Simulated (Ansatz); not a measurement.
# Band-structure calculation of TiSi₂

- system: TiSi₂ (Cmcm, 6 atoms in the cell)
- method: DFT PBE, scalar-relativistic, plane waves, PAW, no spin polarisation (Ansatz 0.2.0)

The structure was made by a generator, so it may or may not be a known phase. Figures and captions count atoms from 1; the log counts them from 0 in places.

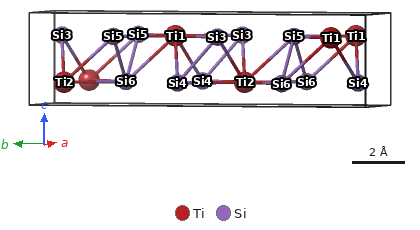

Figure 1. The input geometry (ball-and-stick view of the cell 2 times as large as that of the calculation, set on its symmetry axes, seen at an oblique angle; atoms are numbered from 1 in the order of the input). An atom can appear more than once, as a periodic image. Near neighbours in the periodic cell (some may lie outside the picture): Ti has 10 Si at 2.59 to 2.83 Å; Si has 2 Si at 2.40 Å and 6 Ti at 2.59 to 2.83 Å; Si has 4 Si at 2.52 Å and 4 Ti at 2.67 Å.

**Input**
```yaml
crystal:
  lattice:
    - [1.7742224736, -6.7790018165, 0.0]
    - [1.7742224736, 6.7790018165, 0.0]
    - [0.0, 0.0, 3.5785891357]
  atoms:
    - { symbol: Ti, position: [0.8968761, 0.1031239, 0.75] }
    - { symbol: Ti, position: [0.1031239, 0.8968761, 0.25] }
    - { symbol: Si, position: [0.5592313084, 0.4407686916, 0.75] }
    - { symbol: Si, position: [0.4407686916, 0.5592313084, 0.25] }
    - { symbol: Si, position: [0.2497728348, 0.7502271652, 0.75] }
    - { symbol: Si, position: [0.7502271652, 0.2497728348, 0.25] }
basis:
  ecutwfc: 420
kpoints:
  mp_grid: { grid: [12, 12, 10] }
  band_path:
    path:
      - [[0.0, 0.0, 0.0], [-0.5, 0.5, 0.0], [-0.26712477, 0.73287523, 0.0]]
      - [[0.26712477, 0.26712477, 0.0], [0.0, 0.0, 0.0], [0.0, 0.0, 0.5], [0.26712477, 0.26712477, 0.5]]
      - [[-0.26712477, 0.73287523, 0.5], [-0.5, 0.5, 0.5], [-0.5, 0.5, 0.0]]
      - [[0.0, 0.0, 0.0], [0.0, 0.5, 0.0], [0.0, 0.5, 0.5], [0.0, 0.0, 0.5], [-0.5, 0.5, 0.5]]
    npoints: 14
hamiltonian:
  xc: pbe
scf:
  occupations: { method: gaussian, width: 0.1 }
  n_extra_bands: 15
output:
  forces: true
  stress: true
  eigenvalues: true
  populations: true
  dos: { projected: true, de: 0.02, nscf_kmesh: { grid: [15, 15, 12] } }
  bader: true
  write_density: true
  write_potential: true
  elf: true
  volumetric_format: npy
```

Launch command:
```bash
ansatz run input.yaml --threads 1 --pin off --max-ram 2560MiB --backend cpu --events-out ev --progress --plain --runs-dir out
```

**What the program printed**
```
scf.n_extra_bands = 15 over 20 filled bands (N_el = 40.0): the run solves 35 bands
Engine: ansatz 0.2.0, aarch64-unknown-linux-gnu
Pseudopotentials: kind: paw
Pseudopotential: Ti, paw, valence charge 12, recommended cutoff 420 eV (normal), Ti.paw.azcp
Pseudopotential: Si, paw, valence charge 4, recommended cutoff 420 eV (normal), Si.paw.azcp
Functional definition: PBE
  parameter kappa = 0.804
  parameter beta = 0.06672455060314922
  exchange = pbe_x(kappa = kappa, mu = beta*pi^2/3)
  correlation = pbe_c(beta = beta)
Crystal: 6 atoms, lattice volume = 86.083 Å³
Basis set: ecut = 420 eV, 1685 PW (Γ), exchange–correlation on 96×96×48 points (8 copies of the dense FFT grid, shifted against one another)
Bands: 35, of which v1, the nominal top of the filled ones, is band 20 counted from 1 (19 counted from 0)
Symmetry: 8 space group operations
Space group: Cmcm (ITA 63), of the structure as read, at distance tolerance 4.4e-5 Å
k-points: 258 of 1440
Non-local potential: Ti, projectors of the file, l = 0: 3, l = 1: 2, l = 2: 3, l = 3: 1
Non-local potential: Si, projectors of the file, l = 0: 2, l = 1: 2, l = 2: 2
PAW form: soft (Blöchl's): semilocal exchange-correlation on the pseudo side does not see the compensation charge
PAW one-centre angular grid: Ti, 590 points (default); XC on 64 Gauss nodes
PAW one-centre angular grid: Si, 110 points (default); XC on 64 Gauss nodes
Initial density: superposition of atomic densities (neutral atoms: chi_scale 0, normalization atom), corrected by the library's trained network
Initial wavefunctions: pseudopotential atomic-orbital guess
Functional: x = pbe(κ = 0.804, μ = 0.2195149727645171), c = pbe(β = 0.06672455060314922)
SCF iter   1: F=—  HF=-7545.975614 eV  |F-HF|=—  |Δ(HF+E_count)|=         —  Δρ=5.91e-3  dr2=4.76e-2  ethr=1.77e-3  ⟨swp⟩=5.8  Hψ=42152  notcnv=0  defer=191
preconditioner: auto → Kerker (q_TF=auto, 2.401 Å⁻¹)  [metal: Δε(μ)=0.007 eV  Ē_g=8.315 eV  σ=0.100 eV  W_gap=0.04  n_scr=18 (ndim 8)  ℏωp=19.6 eV  f_vac=0.000  D(μ)=1.67/eV (n_scr^D=10)]
SCF iter   2: F=—  HF=-7545.971796 eV  |F-HF|=—  |Δ(HF+E_count)|=   3.82e-3  Δρ=3.13e-3  dr2=1.59e-2  ethr=1.19e-4  ⟨swp⟩=1.0  Hψ=11094  notcnv=0  defer=307
SCF iter   3: F=—  HF=-7545.970028 eV  |F-HF|=—  |Δ(HF+E_count)|=   1.77e-3  Δρ=3.21e-4  dr2=3.30e-4  ethr=3.97e-5  ⟨swp⟩=2.0  Hψ=8094  notcnv=0  defer=307
SCF iter   4: F=—  HF=-7545.969986 eV  |F-HF|=—  |Δ(HF+E_count)|=   4.23e-5  Δρ=9.61e-5  dr2=1.55e-5  ethr=8.26e-7  ⟨swp⟩=2.0  Hψ=8474  notcnv=0  defer=307
SCF iter   5: F=—  HF=-7545.970092 eV  |F-HF|=—  |Δ(HF+E_count)|=   1.06e-4  Δρ=1.86e-5  dr2=8.05e-7  ethr=3.87e-8  ⟨swp⟩=2.1  Hψ=9243  notcnv=0  defer=307
SCF iter   6: F=-7545.970092 eV  HF=-7545.970092 eV  |F-HF|=1.75e-8  |Δ(HF+E_count)|=   1.05e-7  Δρ=4.75e-6  dr2=3.00e-8  ethr=2.50e-10  ⟨swp⟩=11.8  Hψ=57525  notcnv=0
SCF 1 converged in 6 iterations: F = -7545.970092 eV  dr2 = 3.00e-8
  greatest PAW one-centre occupation: 0.999 electrons in one spin orbital (limit 2), on the Ti atom at site 1 (counted from 0), in its partial waves of l = 0
NSCF: frozen V_eff on 158 k-points
NSCF: frozen V_eff on 448 k-points
SCF converged after 6 iterations
Free energy (F): -7545.970092 eV
Harris-Foulkes:  -7545.970092 eV  (|F-HF|=1.75e-8)
Internal energy: -7545.961843 eV  (E = F + TS)
E sigma→0 (E₀):  -7545.965967 eV
Entropy (-TS):   -0.008249 eV (-1.375 meV/atom)
Fermi energy:    12.789382 eV
--- Per-component energies (eV) ---
  E_band       = -230.128958
  E_kinetic    = 718.903678
  E_local      = -2080.479528  (includes V_loc(G=0)·N_el)
  E_nonlocal   = 118.417964
  E_hartree    = 903.238425
  E_xc         = -422.751769
  E_vxc        = -440.552810  (∫ρ·V_xc dr)
  E_paw        = -4146.862611  (= ΣΔE_a)
  E_vpaw       = -352.894975  (= ΣTr[D̂ρ^β])
  E_aug_tail   = 0.000285  (compensation charges beyond the density's cutoff)
  E_ewald      = -2636.428286
  E_smearing   = -0.008249  (= −TS)
  E_closure    = -0.000000  (closes the sum)
  Σ components = -7545.970092   (vs F -7545.970092, Δ=0.00e0)
--- Forces (eV/Å), atoms counted from 1 ---
  atom   1  Ti     0.00000000    -0.00024631     0.00000000
  atom   2  Ti     0.00000000     0.00024631     0.00000000
  atom   3  Si     0.00000000     0.00061538     0.00000000
  atom   4  Si     0.00000000    -0.00061538     0.00000000
  atom   5  Si     0.00000000    -0.00021166     0.00000000
  atom   6  Si     0.00000000     0.00021166     0.00000000
  max |Σ_I F_I| component: 0.00e0 eV/Å
--- Stress (GPa, compression-positive) ---
        0.007547       0.000000       0.000000
        0.000000      -0.004913       0.000000
        0.000000       0.000000      -0.000653
  P = ⅓ Tr σ = 0.0007 GPa (0.007 kbar)
--- Band table (eV; the first three rows and the last of 258) ---
  k-point 0: bands = ["-44.0345", "-44.0256", "-20.3858", "-20.3497", "-20.3423", "-20.3373", "-20.3170", "-20.3017", "-0.2192", "2.0088", "4.2670", "9.4045", "9.7215", "9.8702", "10.2799", "10.2852", "10.6639", "10.7268", "10.7489", "13.2472", "13.4850", "13.5884", "13.6712", "14.1018", "14.1831", "14.8552", "15.3376", "15.6969", "15.8863", "16.6645", "16.6744", "17.3380", "17.9866", "19.1276", "20.4784"]
  k-point 1: bands = ["-44.0340", "-44.0255", "-20.3844", "-20.3491", "-20.3489", "-20.3371", "-20.3222", "-20.3015", "-0.1015", "2.1085", "4.3729", "8.2542", "9.2657", "9.9363", "10.2557", "10.6834", "10.6949", "10.7357", "11.1258", "13.0012", "13.3073", "13.5028", "13.8524", "14.5030", "14.5032", "14.8797", "14.9163", "15.8404", "16.0548", "16.6603", "16.9751", "17.6816", "18.4328", "18.9642", "19.1128"]
  k-point 2: bands = ["-44.0325", "-44.0253", "-20.3821", "-20.3655", "-20.3466", "-20.3366", "-20.3339", "-20.3027", "0.2486", "2.4066", "4.6500", "6.8352", "8.0296", "9.9841", "10.1150", "10.6884", "10.8223", "10.9121", "11.9035", "12.5665", "13.0605", "13.2274", "14.2752", "14.3516", "14.9011", "15.0067", "15.0088", "16.0639", "16.1331", "17.2417", "17.7576", "17.8349", "18.4073", "18.7796", "19.0252"]
  k-point 257: bands = ["-44.0266", "-44.0266", "-20.4043", "-20.4043", "-20.3380", "-20.3380", "-20.3228", "-20.3228", "2.9691", "2.9691", "3.6066", "3.6066", "9.2282", "9.2282", "9.4634", "9.4634", "10.7519", "10.7519", "11.9217", "11.9217", "13.2465", "13.2465", "14.4378", "14.4378", "15.1843", "15.1843", "15.3659", "15.3659", "16.7566", "16.7566", "18.0454", "18.0454", "19.1953", "19.1953", "20.6833"]
--- Löwdin populations: 6 sites ---
  site symbol       q [e]
     0     Ti     11.6086
     1     Ti     11.6086
     2     Si      4.1414
     3     Si      4.1414
     4     Si      4.0466
     5     Si      4.0466
  spilling = 0.010171 (of n_electrons = 40.000000)
--- Bader charges: 6 sites ---
  site symbol  charge [e]  shift [e]
     0     Ti      1.1585     0.0058
     1     Ti      1.1585     0.0058
     2     Si     -0.7208     0.0028
     3     Si     -0.7208     0.0028
     4     Si     -0.4378     0.0029
     5     Si     -0.4377     0.0029
  estimated error of the sums over rays = 7.4e-4 e
```

**File bader_charges.tsv**
```
# site	symbol	x_ang	y_ang	z_ang	partial_charge_e	electrons	volume_ang3	relative_density_drop	shared_charge_e	partial_wave_shift_e
# quadrature_error_electrons = 7.4e-4
0	Ti	1.7742	-5.3808	2.6839	1.15851	20.84149	10.19	-	1.15851	0.00576
1	Ti	1.7742	5.3808	0.8946	1.15850	20.84150	10.19	-	1.15850	0.00576
2	Si	1.7742	-0.8031	2.6839	-0.72076	14.72076	17.01	-	-0.72076	0.00284
3	Si	1.7742	0.8031	0.8946	-0.72076	14.72076	17.01	-	-0.72076	0.00284
4	Si	1.7742	3.3926	2.6839	-0.43776	14.43776	15.84	-	-0.43776	0.00293
5	Si	1.7742	-3.3926	0.8946	-0.43774	14.43774	15.84	-	-0.43774	0.00293
```

**File populations.tsv**
```
# site	symbol	l	j	q
# orbitals = lowdin
# n_electrons = 40.000000
# spilling = 0.010171
0	Ti	0_3S	-	1.889533
0	Ti	0_4S	-	0.473497
0	Ti	1_3P	-	5.985943
0	Ti	2_3D	-	3.259578
1	Ti	0_3S	-	1.889533
1	Ti	0_4S	-	0.473497
1	Ti	1_3P	-	5.985943
1	Ti	2_3D	-	3.259578
2	Si	0_3S	-	1.266374
2	Si	1_3P	-	2.875049
3	Si	0_3S	-	1.266374
3	Si	1_3P	-	2.875049
4	Si	0_3S	-	1.237035
4	Si	1_3P	-	2.809573
5	Si	0_3S	-	1.237035
5	Si	1_3P	-	2.809573
```

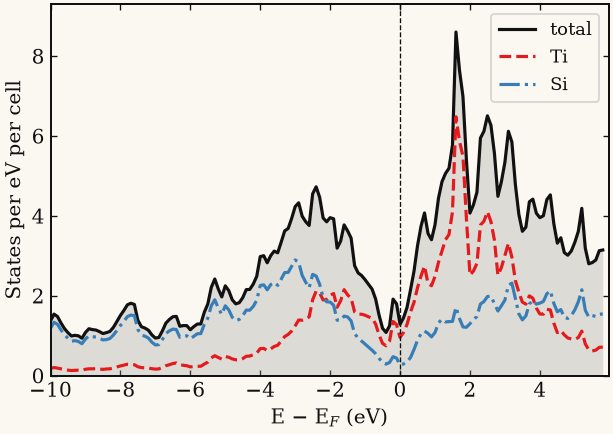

Figure 2. Density of states (projected on Löwdin-orthogonalised atomic shells), with energies from the Fermi level. There are states at the Fermi level: a metal at this level of theory.

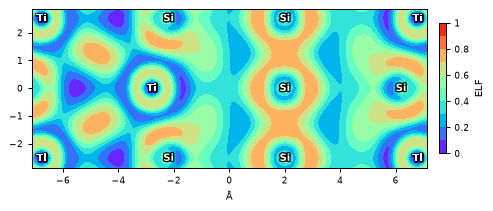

Figure 3. Electron localisation function on the (101) plane of the conventional cell. Atoms in the plane: Ti and Si. Ti–Si (2.59 Å): the ELF is about 0.40 at the midpoint. Si–Si (2.52 Å): the ELF peaks at about 0.75 between the atoms, as expected for localised, shared-pair bonding. The strong features right at Ti lie inside the PAW spheres (semicore, d or f shells) and say nothing about bonding. Core electrons are frozen (PAW), so the fields are smoothed inside the atomic spheres.

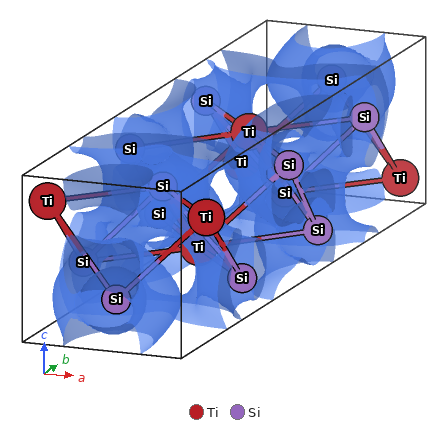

Figure 4. Isosurface of the ELF at 0.6 (blue), seen slightly off an axis. Core shells and regions of very low density are left out. Sticks mark near contacts. The outline is the cell set on symmetry axes. The ELF exceeds this value in channels that run through the cell in one direction and sheets that run through the cell in two directions, counted in one cell of 12 atoms. Profiles from the grid: Si–Si (2.40 Å): the ELF peaks at about 0.70 between the atoms (a shared electron pair). Ti–Si (2.59 Å): the ELF is about 0.40 at the midpoint.

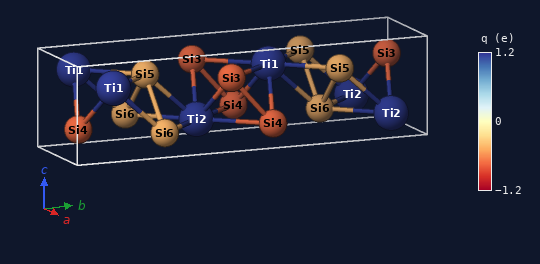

Figure 5. Bader charges, as the colour of each atom (ball-and-stick view of the cell 2 times as large as that of the calculation, set on its symmetry axes, seen slightly off an axis; atoms are numbered from 1 in the order of the input). By element: Ti +1.16 and Si −0.72 to −0.44 e.

**Results in brief**

- outcome: converged
- space group (tolerance 0.01 Å): Cmcm (63)
- electrons treated: 40
- free energy: −7545.9701 eV
- Fermi energy: 12.789 eV
- gap on the k-point mesh: none (metallic)
- pressure: 0.00 GPa
- largest force (length of the vector): 0.001 eV/Å
- hardware: 1 thread of Arm Neoverse V1, 24 GiB of memory available, shared host
- wall time: 2.8 min
- peak memory: 1.1 GiB
